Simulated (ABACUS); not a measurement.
## CsPbBr3: band-structure run (part 2 of 2)

CsPbBr3 (5 atoms in the cell); Kohn-Sham DFT of a periodic cell, PBEsol, PseudoDojo NC SR 0.4 PBEsol stringent, no spin polarisation (ABACUS 3.10.1); cutoff 1210.91 eV, 4×4×4 k-mesh, fermi-dirac of 0.05 eV. The structure derives from an entry of the Crystallography Open Database.

Geometry of the input (Å; fractional positions):
```
5.8700  0.0000  0.0000
0.0000  5.8700  0.0000
0.0000  0.0000  5.8700
Pb 0.5000  0.5000  0.5000
Cs 0.0000  0.0000  0.0000
Br 0.5000  0.5000  0.0000
Br 0.5000  0.0000  0.5000
Br 0.0000  0.5000  0.5000
```

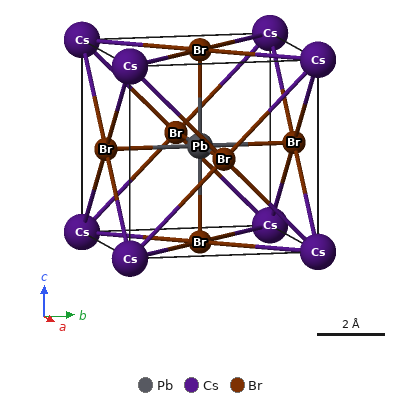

The structure as given in the input (ball-and-stick view of the cell of the calculation, seen slightly off an axis). An atom can appear more than once, as a periodic image.

### Log, continued
```
----------------------------------------------------------
 E_KohnSham     -1278.0860819806     -17389.2532494315
 E_Harris       -1277.9955562798     -17388.0215840844
 E_Fermi        0.4259768440         5.7957122944
----------------------------------------------------------

 PW ALGORITHM --------------- ION=   1  ELEC=   5--------------------------------

 Density error is 5.96585466486e-06
                          Error Threshold = 1.71939800488e-07
----------------------------------------------------------
     Energy           Rydberg                 eV
----------------------------------------------------------
 E_KohnSham     -1278.0861029994     -17389.2535354069
 E_Harris       -1278.0391597285     -17388.6148394403
 E_Fermi        0.4273395606         5.8142530053
----------------------------------------------------------

 PW ALGORITHM --------------- ION=   1  ELEC=   6--------------------------------

 Density error is 3.91237059871e-07
                          Error Threshold = 7.27543251812e-09
----------------------------------------------------------
     Energy           Rydberg                 eV
----------------------------------------------------------
 E_KohnSham     -1278.0861053557     -17389.2535674659
 E_Harris       -1278.0780105956     -17389.1434326048
 E_Fermi        0.4277072697         5.8192559441
----------------------------------------------------------

 PW ALGORITHM --------------- ION=   1  ELEC=   7--------------------------------

 Density error is 1.20872674745e-08
                          Error Threshold = 4.77118365697e-10
----------------------------------------------------------
     Energy           Rydberg                 eV
----------------------------------------------------------
 E_KohnSham     -1278.0861054635     -17389.2535689319
 E_Harris       -1278.0872917986     -17389.2697098495
 E_Fermi        0.4277789841         5.8202316689
----------------------------------------------------------

 PW ALGORITHM --------------- ION=   1  ELEC=   8--------------------------------

 Density error is 1.74156676891e-09
                          Error Threshold = 1.47405700909e-11
----------------------------------------------------------
     Energy           Rydberg                 eV
----------------------------------------------------------
 E_KohnSham     -1278.0861054716     -17389.2535690431
 E_KS(sigma->0) -1278.0861054698     -17389.2535690181
 E_Harris       -1278.0855691291     -17389.2462717280
 E_band         -188.6331645360      -2566.4858694611
 E_one_elec     -996.3479155205      -13556.0088415008
 E_Hartree      485.1913668401       6601.3672094338
 E_xc           -213.3492686078      -2902.7657171990
 E_Ewald        -553.5802881798      -7531.8462197271
 E_entropy(-TS) -0.0000000037        -0.0000000500
 E_descf        0.0000000000         0.0000000000
 E_exx          0.0000000000         0.0000000000
 E_Fermi        0.4277621237         5.8200022711
----------------------------------------------------------

 charge density convergence is achieved
 final etot is -17389.253569 eV
 EFERMI = 5.8200022711 eV
The vacuum level is 8.4988792426 eV

 STATE ENERGY(eV) AND OCCUPATIONS    NSPIN == 1
 1/10 kpoint (Cartesian) = 0.0000 0.0000 0.0000 (4854 pws)
       1       -134.508      0.0312500
       2       -76.1466      0.0312500
       3       -76.1466      0.0312500
       4       -76.1466      0.0312500
       5       -55.3597      0.0312500
       6       -55.3597      0.0312500
       7       -55.3597      0.0312500
       8       -55.3191      0.0312500
       9       -55.3191      0.0312500
      10       -55.3191      0.0312500
      11       -55.3191      0.0312500
      12       -55.3191      0.0312500
      13       -55.3191      0.0312500
      14       -55.2090      0.0312500
      15       -55.2090      0.0312500
      16       -55.2090      0.0312500
      17       -55.2087      0.0312500
      18       -55.2087      0.0312500
      19       -55.2087      0.0312500
      20       -16.3169      0.0312500
      21       -11.7159      0.0312500
      22       -11.7159      0.0312500
      23       -11.5465      0.0312500
      24       -11.5465      0.0312500
      25       -11.5465      0.0312500
      26       -9.70062      0.0312500
      27       -8.96692      0.0312500
      28       -8.96692      0.0312500
      29       -3.08340      0.0312500
      30       -3.08340      0.0312500
      31       -3.08340      0.0312500
      32       -1.91142      0.0312500
      33       0.754059      0.0312500
      34       0.754059      0.0312500
      35       0.754059      0.0312500
      36        2.97352      0.0312500
      37        2.97352      0.0312500
      38        2.97352      0.0312500
      39        3.09162      0.0312500
      40        3.09162      0.0312500
      41        3.09162      0.0312500
      42        8.02374    2.25654e-21
      43        9.16806    2.59427e-31
      44        9.16806    2.59427e-31
      45        9.90904    9.50503e-38
      46        9.90904    9.50503e-38
      47        9.90904    9.50503e-38
      48        11.0791    6.52991e-48
      49        11.0791    6.52991e-48
      50        11.0791    6.52991e-48
      51        12.7402    2.43839e-62
      52        12.7402    2.43839e-62
      53        12.7402    2.43839e-62
      54        14.8154    2.30024e-80
      55        14.8154    2.30024e-80
      56        14.8154    2.30024e-80

 2/10 kpoint (Cartesian) = 0.25000 0.0000 0.0000 (4845 pws)
       1       -134.508       0.187500
       2       -76.1466       0.187500
       3       -76.1466       0.187500
       4       -76.1466       0.187500
       5       -55.3597       0.187500
       6       -55.3597       0.187500
       7       -55.3597       0.187500
       8       -55.3191       0.187500
       9       -55.3191       0.187500
      10       -55.3191       0.187500
      11       -55.3191       0.187500
      12       -55.3191       0.187500
      13       -55.3191       0.187500
      14       -55.2090       0.187500
      15       -55.2090       0.187500
      16       -55.2090       0.187500
      17       -55.2087       0.187500
      18       -55.2087       0.187500
      19       -55.2087       0.187500
      20       -16.3163       0.187500
      21       -11.7159       0.187500
      22       -11.6835       0.187500
      23       -11.5470       0.187500
      24       -11.5470       0.187500
      25       -11.5465       0.187500
      26       -9.63056       0.187500
      27       -9.09615       0.187500
      28       -8.96600       0.187500
      29       -3.07729       0.187500
      30       -3.07674       0.187500
      31       -3.07674       0.187500
      32       -2.36176       0.187500
      33       0.799201       0.187500
      34       0.799201       0.187500
      35        1.70326       0.187500
      36        2.90474       0.187500
      37        2.90474       0.187500
      38        2.90503       0.187500
      39        3.03134       0.187500
      40        3.03134       0.187500
      41        3.11215       0.187500
      42        8.59849    1.37840e-25
      43        9.36305    3.15090e-32
      44        9.56795    5.23279e-34
      45        9.62027    1.83766e-34
      46        10.1151    9.24379e-39
      47        10.2135    1.29413e-39
      48        10.2135    1.29413e-39
      49        11.0510    6.87898e-47
      50        11.0510    6.87898e-47
      51        12.0065    3.44672e-55
      52        12.8862    7.88033e-63
      53        12.8862    7.88033e-63
      54        13.2581    4.64250e-66
      55        14.1433    9.49923e-74
      56        14.5218    4.90161e-77

 3/10 kpoint (Cartesian) = 0.50000 0.0000 0.0000 (4879 pws)
       1       -134.508      0.0937500
       2       -76.1466      0.0937500
       3       -76.1466      0.0937500
       4       -76.1466      0.0937500
       5       -55.3597      0.0937500
       6       -55.3597      0.0937500
       7       -55.3597      0.0937500
       8       -55.3191      0.0937500
       9       -55.3191      0.0937500
      10       -55.3191      0.0937500
      11       -55.3191      0.0937500
      12       -55.3191      0.0937500
      13       -55.3191      0.0937500
      14       -55.2090      0.0937500
      15       -55.2090      0.0937500
      16       -55.2090      0.0937500
      17       -55.2087      0.0937500
      18       -55.2087      0.0937500
      19       -55.2087      0.0937500
      20       -16.3158      0.0937500
      21       -11.7158      0.0937500
      22       -11.6502      0.0937500
      23       -11.5475      0.0937500
      24       -11.5475      0.0937500
      25       -11.5465      0.0937500
      26       -9.48189      0.0937500
      27       -9.30526      0.0937500
      28       -8.96508      0.0937500
      29       -3.07145      0.0937500
      30       -3.07005      0.0937500
      31       -3.07005      0.0937500
      32       -2.67022      0.0937500
      33       0.847476      0.0937500
      34       0.847476      0.0937500
      35        2.29603      0.0937500
      36        2.82391      0.0937500
      37        2.82391      0.0937500
      38        2.83992      0.0937500
      39        2.98240      0.0937500
      40        2.98240      0.0937500
      41        3.69257      0.0937500
      42        7.63065    1.75739e-17
      43        9.50553    9.11680e-34
      44        10.0798    9.37215e-39
      45        10.2104    6.87424e-40
      46        10.3716    2.73950e-41
      47        10.3716    2.73950e-41
      48        10.4918    2.47239e-42
      49        11.2785    3.63318e-49
      50        11.6598    1.77080e-52
      51        11.6598    1.77080e-52
      52        11.8033    1.00344e-53
      53        12.1831    5.04530e-57
      54        12.1831    5.04530e-57
      55        13.1773    1.16678e-65
      56        13.9669    1.61673e-72

 4/10 kpoint (Cartesian) = 0.25000 0.25000 0.0000 (4850 pws)
       1       -134.508       0.375000
       2       -76.1466       0.375000
       3       -76.1466       0.375000
       4       -76.1466       0.375000
       5       -55.3597       0.375000
       6       -55.3597       0.375000
       7       -55.3597       0.375000
       8       -55.3191       0.375000
       9       -55.3191       0.375000
      10       -55.3191       0.375000
      11       -55.3191       0.375000
      12       -55.3191       0.375000
      13       -55.3191       0.375000
      14       -55.2090       0.375000
      15       -55.2090       0.375000
      16       -55.2090       0.375000
      17       -55.2087       0.375000
      18       -55.2087       0.375000
      19       -55.2087       0.375000
      20       -16.3158       0.375000
      21       -11.7001       0.375000
      22       -11.6656       0.375000
      23       -11.5475       0.375000
      24       -11.5470       0.375000
      25       -11.5470       0.375000
      26       -9.56893       0.375000
      27       -9.13749       0.375000
      28       -9.03837       0.375000
      29       -3.08762       0.375000
      30       -3.07164       0.375000
      31       -3.07095       0.375000
      32       -2.75268       0.375000
      33       0.855890       0.375000
      34        1.52596       0.375000
      35        1.89131       0.375000
      36        2.61024       0.375000
      37        2.85522       0.375000
      38        2.94047       0.375000
      39        2.98224       0.375000
      40        3.19013       0.375000
      41        3.21233       0.375000
      42        8.85954    1.48909e-27
      43        9.02364    5.59233e-29
      44        9.34706    8.67802e-32
      45        9.91005    1.11770e-36
      46        9.97931    2.79753e-37
      47        10.1406    1.11166e-38
      48        10.5087    7.05970e-42
      49        10.9300    1.54522e-45
      50        11.0112    3.04673e-46
      51        12.1506    3.86212e-56
      52        12.2045    1.31608e-56
      53        13.1638    6.11302e-65
      54        13.4066    4.76141e-67
      55        13.5629    2.08762e-68
      56        13.8504    6.64559e-71

 5/10 kpoint (Cartesian) = 0.50000 0.25000 0.0000 (4855 pws)
       1       -134.508       0.375000
       2       -76.1466       0.375000
       3       -76.1466       0.375000
       4       -76.1466       0.375000
       5       -55.3597       0.375000
       6       -55.3597       0.375000
       7       -55.3597       0.375000
       8       -55.3191       0.375000
       9       -55.3191       0.375000
      10       -55.3191       0.375000
      11       -55.3191       0.375000
      12       -55.3191       0.375000
      13       -55.3191       0.375000
      14       -55.2090       0.375000
      15       -55.2090       0.375000
      16       -55.2090       0.375000
      17       -55.2087       0.375000
      18       -55.2087       0.375000
      19       -55.2087       0.375000
      20       -16.3153       0.375000
      21       -11.6959       0.375000
      22       -11.6352       0.375000
      23       -11.5481       0.375000
      24       -11.5475       0.375000
      25       -11.5470       0.375000
      26       -9.43112       0.375000
      27       -9.30576       0.375000
      28       -9.06161       0.375000
      29       -3.08300       0.375000
      30       -3.08203       0.375000
      31       -3.06513       0.375000
      32       -3.03890       0.375000
      33       0.917654       0.375000
      34        1.74865       0.375000
      35        2.16823       0.375000
      36        2.65256       0.375000
      37        2.78445       0.375000
      38        2.86774       0.375000
      39        2.95719       0.375000
      40        3.24086       0.375000
      41        3.86245       0.375000
      42        7.38075    1.04131e-14
      43        8.85655    1.58102e-27
      44        9.95722    4.35138e-37
      45        10.0942    2.81166e-38
      46        10.2320    1.78619e-39
      47        10.4645    1.70686e-41
      48        10.7950    2.30086e-44
      49        11.1892    8.66186e-48
      50        11.3560    3.07987e-49
      51        11.3608    2.80260e-49
      52        12.1749    2.37528e-56
      53        12.5742    8.08003e-60
      54        12.6800    9.74252e-61
      55        13.1453    8.85484e-65
      56        13.7784    2.80570e-70

 6/10 kpoint (Cartesian) = 0.50000 0.50000 0.0000 (4863 pws)
       1       -134.508      0.0937500
       2       -76.1466      0.0937500
       3       -76.1466      0.0937500
       4       -76.1466      0.0937500
       5       -55.3597      0.0937500
       6       -55.3597      0.0937500
       7       -55.3597      0.0937500
       8       -55.3191      0.0937500
       9       -55.3191      0.0937500
      10       -55.3191      0.0937500
      11       -55.3191      0.0937500
      12       -55.3191      0.0937500
      13       -55.3191      0.0937500
      14       -55.2090      0.0937500
      15       -55.2090      0.0937500
      16       -55.2090      0.0937500
      17       -55.2087      0.0937500
      18       -55.2087      0.0937500
      19       -55.2087      0.0937500
      20       -16.3148      0.0937500
      21       -11.6849      0.0937500
      22       -11.6101      0.0937500
      23       -11.5486      0.0937500
      24       -11.5475      0.0937500
      25       -11.5475      0.0937500
      26       -9.30627      0.0937500
      27       -9.30627      0.0937500
      28       -9.23411      0.0937500
      29       -3.31868      0.0937500
      30       -3.09382      0.0937500
      31       -3.09382      0.0937500
      32       -3.06018      0.0937500
      33       0.995977      0.0937500
      34        2.04844      0.0937500
      35        2.66701      0.0937500
      36        2.66701      0.0937500
      37        2.74573      0.0937500
      38        2.74573      0.0937500
      39        2.85298      0.0937500
      40        3.45821      0.0937500
      41        4.42452      0.0937500
      42        7.13198    3.76910e-13
      43        7.13198    3.76910e-13
      44        9.92598    2.03183e-37
      45        10.2470    3.30467e-40
      46        10.6602    8.51913e-44
      47        10.7947    5.78607e-45
      48        11.2070    1.51741e-48
      49        11.2070    1.51741e-48
      50        11.4138    2.42586e-50
      51        11.4138    2.42586e-50
      52        11.9244    8.91388e-55
      53        12.0981    2.75842e-56
      54        12.9286    1.68745e-63
      55        12.9286    1.68745e-63
      56        14.1250    6.84434e-74

[... levels at 4 further k points ...]

------------------------------------------------------------------------------------------
 TOTAL-FORCE (eV/Angstrom)
------------------------------------------------------------------------------------------
                       Pb1         0.0000000000         0.0000000000         0.0000000000
                       Cs1         0.0000000000         0.0000000000         0.0000000000
                       Br1         0.0000000000         0.0000000000         0.0000000000
                       Br2         0.0000000000         0.0000000000         0.0000000000
                       Br3         0.0000000000         0.0000000000         0.0000000000
------------------------------------------------------------------------------------------

----------------------------------------------------------------
 TOTAL-STRESS (KBAR)
----------------------------------------------------------------
         0.8666388210        -0.0000000000        -0.0000000000
        -0.0000000000         0.8666388210         0.0000000000
         0.0000000000         0.0000000000         0.8666388210
----------------------------------------------------------------
 TOTAL-PRESSURE: 0.866639 KBAR

 --------------------------------------------
 !FINAL_ETOT_IS -17389.2535690430995601 eV
 --------------------------------------------
```

### Results in brief

```json
{"quantity": "outcome", "value": "converged"}
{"quantity": "space group (tolerance 0.01 Å)", "value": "Pm-3m (221)"}
{"quantity": "electrons treated", "value": "82"}
{"quantity": "free energy", "value": "−17389.2536 eV"}
{"quantity": "Fermi energy", "value": "5.820 eV"}
{"quantity": "gap on the k-point mesh", "value": "1.43 eV"}
{"quantity": "pressure", "value": "0.09 GPa"}
{"quantity": "largest force (length of the vector)", "value": "under 0.001 eV/Å"}
{"quantity": "wall time", "value": "66 s (CPU time 4.4 min)"}
{"quantity": "peak memory", "value": "0.76 GiB"}
```

### Remarks

Spin–orbit coupling is left out, which matters for Pb.
